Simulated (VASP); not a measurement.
**Geometry relaxation, with input and output: PbTe (part 2 of 2)**

The same run, continued: PbTe (Fm-3m, 2 atoms in the cell); Kohn-Sham DFT of a periodic cell, PBEsol, VASP PAW PBE potentials, recommended, no spin polarisation (VASP 6.6.1); cutoff 600 eV, 8×8×8 k-mesh, Gaussian smearing of 0.03 eV. The structure derives from an entry of the Crystallography Open Database.

Geometry of the input (Å; fractional positions):
```
0.0000  3.2310  3.2310
3.2310  0.0000  3.2310
3.2310  3.2310  0.0000
Te 0.5000  0.5000  0.5000
Pb 0.0000  0.0000  0.0000
```

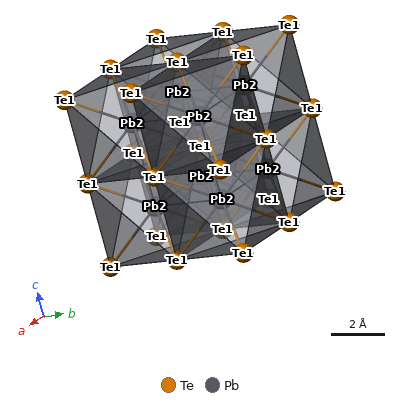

*The geometry at step 1 of the log (polyhedral view of the cell of the calculation, seen slightly off an axis; polyhedra are completed across the faces of the cell; atoms are numbered from 1 in the order of the input).*

### Parts of OUTCAR, continued
```
   k-points           NKPTS =     29   k-points in BZ     NKDIM =     29   number of bands    NBANDS=     14
   number of dos      NEDOS =    301   number of ions     NIONS =      2
   total plane-waves  NPLWV =  64000
   dimension x,y,z NGX =    40 NGY =   40 NGZ =   40
   dimension x,y,z NGXF=    80 NGYF=   80 NGZF=   80
   ions per type =               1   1
   NGX,Y,Z   is equivalent  to a cutoff of  14.55, 14.55, 14.55 a.u.
   NGXF,Y,Z  is equivalent  to a cutoff of  29.11, 29.11, 29.11 a.u.
 SYSTEM =  TePb
   PREC   = accura    normal or accurate (medium, high low for compatibility)
   ISTART =      0    job   : 0-new  1-cont  2-samecut
   ICHARG =      2    charge: 1-file 2-atom 10-const
   ISPIN  =      1    spin polarized calculation?
   LNONCOLLINEAR =      F non collinear calculations
   LSORBIT =      F    spin-orbit coupling
   LASPH  =      T    aspherical Exc in radial PAW
   ENCUT  =  600.0 eV  44.10 Ry    6.64 a.u.   9.13  9.13  9.13*2*pi/ulx,y,z
   NELM   =     80;   NELMIN=  2; NELMDL= -5     # of ELM steps
   EDIFF  = 0.1E-05   stopping-criterion for ELM
   LREAL  =      F    real-space projection
   EDIFFG = -.1E-01   stopping-criterion for IOM
   NSW    =     90    number of steps for IOM
   IBRION =      2    ionic relax: 0-MD 1-quasi-New 2-CG
   NFREE  =      1    steps in history (QN), initial steepest desc. (CG)
   ISIF   =      3    stress and relaxation
   ISYM   =      2    0-nonsym 1-usesym 2-fastsym
   POTIM  = 0.5000    time-step for ionic-motion
   TEBEG  =    0.0;   TEEND  =   0.0 temperature during run
   PSTRESS=    8.5 pullay stress
   NELECT =      20.0000    total number of electrons
   NUPDOWN=      -1.0000    fix difference up-down
   EMIN   =  10.00;   EMAX   =-10.00  energy-range for DOS
   EFERMI =   0.00;   METHOD = LEGACY
   ISMEAR =     0;   SIGMA  =   0.03  broadening in eV -4-tet -1-fermi 0-gaus
   EFERMI_NEDOS =   21; number of points for ismear=-14 and -15
   IALGO  =     38    algorithm
   IMIX   =      4    mixing-type and parameters
     AMIX     =   0.40;   BMIX     =  1.00
     AMIX_MAG =   1.60;   BMIX_MAG =  1.00
  volume/ion in A,a.u.               =      33.73       227.62
  Fermi-wavevector in a.u.,A,eV,Ry     =   1.091619  2.062861 16.213147  1.191633
  Thomas-Fermi vector in A             =   2.227868
   LORBIT       =      0    0 simple, 1 ext, 2 COOP (PROOUT), +10 PAW based schemes
   GGA     = PS    functional components
   LHFCALC =     F    Hartree Fock is set to
   AEXX    =    0.0000 exact exchange contribution
   IVDW    =     0    specifies the selected vdW correction
   LEPSILON=     F    determine dielectric tensor
   LRPA    =     F    only Hartree local field effects (RPA)
 conjugate gradient relaxation of ions
 non-spin polarized calculation
 Gauss-broadening in eV      SIGMA  =   0.03
  energy-cutoff  :      600.00
  volume of cell :       67.46
 maximum number of plane-waves:      2272
 NGX is ok and might be reduce to    40
   NGX = 19   NGY = 19   NGZ = 19

--------------------------------------- Ionic step        1  -------------------------------------------

 number of electron      19.9999998 magnetization

 Free energy of the ion-electron system (eV)
  ---------------------------------------------------
  ext. energy  EPLUGINS =         0.00000000
  ---------------------------------------------------
  free energy    TOTEN  =        -8.25851127 eV

  energy without entropy =       -8.25851127  energy(sigma->0) =       -8.25851127

------------------------ aborting loop because EDIFF is reached ----------------------------------------

  FORCE on cell =-STRESS in cart. coord.  units (eV):
  Direction    XX          YY          ZZ          XY          YZ          ZX
  --------------------------------------------------------------------------------------
  -------------------------------------------------------------------------------------
  Total       -0.1639793     -0.1639793     -0.1639793      0.0000000      0.0000000     -0.0000000
  in kB       -3.8945639     -3.8945639     -3.8945639      0.0000000      0.0000000     -0.0000000
  external PRESSURE =     -12.3945639 kB  Pullay stress =       8.5000000 kB

 VOLUME and BASIS-vectors are now :
 -----------------------------------------------------------------------------
  energy-cutoff  :      600.00
  volume of cell :       67.46
      direct lattice vectors                 reciprocal lattice vectors
     0.000000000  3.231000000  3.231000000    -0.154750851  0.154750851  0.154750851
     3.231000000  0.000000000  3.231000000     0.154750851 -0.154750851  0.154750851
     3.231000000  3.231000000  0.000000000     0.154750851  0.154750851 -0.154750851

 POSITION                                       TOTAL-FORCE (eV/Angst)
 -----------------------------------------------------------------------------------
      3.23100      3.23100      3.23100         0.000000      0.000000      0.000000
      0.00000      0.00000      0.00000        -0.000000     -0.000000     -0.000000
 -----------------------------------------------------------------------------------
    total drift:                                0.000000     -0.000000     -0.000000

  FREE ENERGIE OF THE ION-ELECTRON SYSTEM (eV)
  ---------------------------------------------------
  free  energy   TOTEN  =        -8.2585112667 eV

  energy  without entropy=       -8.2585112667  energy(sigma->0) =       -8.25851127

  enthalpy is  TOTEN    =        -7.9006215556 eV   P V=        0.3578897110

--------------------------------------- Ionic step        2  -------------------------------------------

 number of electron      20.0000001 magnetization

------------------------ aborting loop because EDIFF is reached ----------------------------------------

  FORCE on cell =-STRESS in cart. coord.  units (eV):
  Direction    XX          YY          ZZ          XY          YZ          ZX
  --------------------------------------------------------------------------------------
  -------------------------------------------------------------------------------------
  Total        0.5783344      0.5783344      0.5783344      0.0000000     -0.0000000      0.0000000
  in kB       14.2676938     14.2676938     14.2676938      0.0000000     -0.0000000      0.0000000
  external PRESSURE =       5.7676938 kB  Pullay stress =       8.5000000 kB

 VOLUME and BASIS-vectors are now :
 -----------------------------------------------------------------------------
  energy-cutoff  :      600.00
  volume of cell :       64.94
      direct lattice vectors                 reciprocal lattice vectors
     0.000000000  3.190327610  3.190327610    -0.156723717  0.156723717  0.156723717
     3.190327610  0.000000000  3.190327610     0.156723717 -0.156723717  0.156723717
     3.190327610  3.190327610 -0.000000000     0.156723717  0.156723717 -0.156723717

 POSITION                                       TOTAL-FORCE (eV/Angst)
 -----------------------------------------------------------------------------------
      3.19033      3.19033      3.19033         0.000000      0.000000     -0.000000
      6.38066      6.38066      6.38066         0.000000      0.000000      0.000000
 -----------------------------------------------------------------------------------
    total drift:                                0.000000     -0.000000      0.000000

  FREE ENERGIE OF THE ION-ELECTRON SYSTEM (eV)
  ---------------------------------------------------
  free  energy   TOTEN  =        -8.2508521641 eV

  energy  without entropy=       -8.2508521641  energy(sigma->0) =       -8.25085216

  enthalpy is  TOTEN    =        -7.9063085649 eV   P V=        0.3445435992

--------------------------------------- Ionic step        3  -------------------------------------------

 number of electron      19.9999999 magnetization

 Free energy of the ion-electron system (eV)
  ---------------------------------------------------
  ext. energy  EPLUGINS =         0.00000000
  ---------------------------------------------------
  free energy    TOTEN  =        -8.25609761 eV

  energy without entropy =       -8.25609761  energy(sigma->0) =       -8.25609761

 E-fermi :   6.0122     XC(G=0):  -9.5897     alpha+bet :-11.1117

 val. band max:        5.8145922365   @ k =   0.5000   0.0000   0.0000
 cond. band min:       6.4244528288   @ k =   0.5000   0.0000   0.0000
 fundamental gap:      0.6098605922
 Fermi energy:         6.0122294726

 k-point     1 :       0.0000    0.0000    0.0000
  band No.  band energies     occupation
      1     -10.8674      2.00000
      2     -10.8674      2.00000
      3     -10.8543      2.00000
      4     -10.8543      2.00000
      5     -10.8543      2.00000
      6      -6.4509      2.00000
      7       0.2622      2.00000
      8       4.3720      2.00000
      9       4.3720      2.00000
     10       4.3720      2.00000
     11       9.8941      0.00000
     12       9.8941      0.00000
     13       9.8941      0.00000
     14      11.5047      0.00000

 k-point     2 :       0.1250    0.0000    0.0000
  band No.  band energies     occupation
      1     -10.8695      2.00000
      2     -10.8695      2.00000
      3     -10.8539      2.00000
      4     -10.8519      2.00000
      5     -10.8519      2.00000
      6      -6.3114      2.00000
      7      -0.2146      2.00000
      8       4.4131      2.00000
      9       4.4131      2.00000
     10       4.6430      2.00000
     11       9.0792      0.00000
     12       9.2712      0.00000
     13       9.2712      0.00000
     14      11.3127      0.00000

 k-point     3 :       0.2500    0.0000    0.0000
  band No.  band energies     occupation
      1     -10.8755      2.00000
      2     -10.8755      2.00000
      3     -10.8530      2.00000
      4     -10.8450      2.00000
      5     -10.8450      2.00000
      6      -5.9090      2.00000
      7      -1.2642      2.00000
      8       4.5417      2.00000
      9       4.5417      2.00000
     10       5.1225      2.00000
     11       7.8661      0.00000
     12       8.2079      0.00000
     13       8.2079      0.00000
     14      11.6322      0.00000

 k-point     4 :       0.3750    0.0000    0.0000
  band No.  band energies     occupation
      1     -10.8819      2.00000
      2     -10.8819      2.00000
      3     -10.8523      2.00000
      4     -10.8377      2.00000
      5     -10.8377      2.00000
      6      -5.3250      2.00000
      7      -2.3649      2.00000
      8       4.7366      2.00000
      9       4.7366      2.00000
     10       5.5377      2.00000
     11       6.9070      0.00000
     12       7.3405      0.00000
     13       7.3405      0.00000
     14      12.7630      0.00000

 k-point     5 :       0.5000    0.0000    0.0000
  band No.  band energies     occupation
      1     -10.8846      2.00000
      2     -10.8846      2.00000
      3     -10.8521      2.00000
      4     -10.8347      2.00000
      5     -10.8347      2.00000
      6      -4.9381      2.00000
      7      -2.9418      2.00000
      8       4.8538      2.00000
      9       4.8538      2.00000
     10       5.8146      2.00000
     11       6.4245      0.00000
     12       6.9856      0.00000
     13       6.9856      0.00000
     14      14.1294      0.00000

 [... the levels of 18 k-points are left out ...]

 k-point    24 :      -0.3750    0.2500    0.1250
  band No.  band energies     occupation
      1     -10.9018      2.00000
      2     -10.8766      2.00000
      3     -10.8476      2.00000
      4     -10.8410      2.00000
      5     -10.8316      2.00000
      6      -4.7278      2.00000
      7      -2.6621      2.00000
      8       2.8724      2.00000
      9       3.0956      2.00000
     10       5.3137      2.00000
     11       7.0544      0.00000
     12       9.3750      0.00000
     13       9.8717      0.00000
     14      12.5390      0.00000

 [... further k-points ...]

------------------------ aborting loop because EDIFF is reached ----------------------------------------

  FORCE on cell =-STRESS in cart. coord.  units (eV):
  Direction    XX          YY          ZZ          XY          YZ          ZX
  --------------------------------------------------------------------------------------
  -------------------------------------------------------------------------------------
  Total        0.3453940      0.3453940      0.3453940      0.0000000     -0.0000000      0.0000000
  in kB        8.4244383      8.4244383      8.4244383      0.0000000     -0.0000000      0.0000000
  external PRESSURE =      -0.0755617 kB  Pullay stress =       8.5000000 kB

 VOLUME and BASIS-vectors are now :
 -----------------------------------------------------------------------------
  energy-cutoff  :      600.00
  volume of cell :       65.69
      direct lattice vectors                 reciprocal lattice vectors
     0.000000000  3.202468015  3.202468015    -0.156129584  0.156129584  0.156129584
     3.202468015  0.000000000  3.202468015     0.156129584 -0.156129584  0.156129584
     3.202468015  3.202468015 -0.000000000     0.156129584  0.156129584 -0.156129584

 POSITION                                       TOTAL-FORCE (eV/Angst)
 -----------------------------------------------------------------------------------
      3.20247      3.20247      3.20247         0.000000      0.000000      0.000000
      0.00000      0.00000      0.00000        -0.000000     -0.000000     -0.000000
 -----------------------------------------------------------------------------------
    total drift:                                0.000000     -0.000000     -0.000000

  FREE ENERGIE OF THE ION-ELECTRON SYSTEM (eV)
  ---------------------------------------------------
  free  energy   TOTEN  =        -8.2560976089 eV

  energy  without entropy=       -8.2560976089  energy(sigma->0) =       -8.25609761

  enthalpy is  TOTEN    =        -7.9076056662 eV   P V=        0.3484919428

 reached required accuracy - stopping structural energy minimisation
```

### CONTCAR
```
TePb
   1.00000000000000
     0.0000000000000000    3.2024680148503957    3.2024680148503957
     3.2024680148503957    0.0000000000000000    3.2024680148503957
     3.2024680148503957    3.2024680148503957   -0.0000000000000000
  Te              Pb
     1     1
Direct
     0.5000000000000000    0.5000000000000000    0.5000000000000000
     0.0000000000000000    0.0000000000000000    0.0000000000000000

  0.00000000E+00  0.00000000E+00  0.00000000E+00
  0.00000000E+00  0.00000000E+00  0.00000000E+00
```

### Trajectory as extended XYZ (Å, eV, eV/Å), 3 frames, from step=0 to step=2
```
2
Lattice="0.0000 3.2310 3.2310 3.2310 0.0000 3.2310 3.2310 3.2310 0.0000" Properties=species:S:1:pos:R:3:forces:R:3 step=0 energy=-8.25851
Te    3.2310    3.2310    3.2310    0.0000   0.0000   0.0000
Pb    0.0000    0.0000    0.0000    0.0000   0.0000   0.0000
2
Lattice="0.0000 3.1903 3.1903 3.1903 0.0000 3.1903 3.1903 3.1903 -0.0000" Properties=species:S:1:pos:R:3:forces:R:3 step=1 energy=-8.25085
Te    3.1903    3.1903    3.1903    0.0000   0.0000   0.0000
Pb    6.3807    6.3807    6.3807    0.0000   0.0000   0.0000
2
Lattice="0.0000 3.2025 3.2025 3.2025 0.0000 3.2025 3.2025 3.2025 -0.0000" Properties=species:S:1:pos:R:3:forces:R:3 step=2 energy=-8.25610
Te    3.2025    3.2025    3.2025    0.0000   0.0000   0.0000
Pb    0.0000    0.0000    0.0000    0.0000   0.0000   0.0000
```
